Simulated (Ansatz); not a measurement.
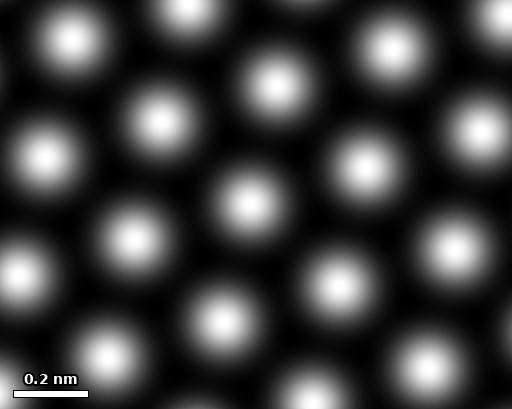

iDPC-like image of Pr (Im-3m, No. 229) along [111]. Simulated as the projected potential of neutral atoms (B = 0.8 Å²) blurred by a 1.30 Å probe, the thin-sample limit of integrated differential phase contrast. Model: the input geometry of an electronic-structure calculation (not necessarily at equilibrium); the starting structure was generated, so it need not be a known form of this composition.

What can be read from this image?

Answer. The columns repeat on a hexagonal net with a repeat of 3.31 Å (plane group p6mm). All columns are alike (Pr). The shortest distance between visible columns is 3.31 Å in projection. Along the beam the structure repeats every 3.51 Å.
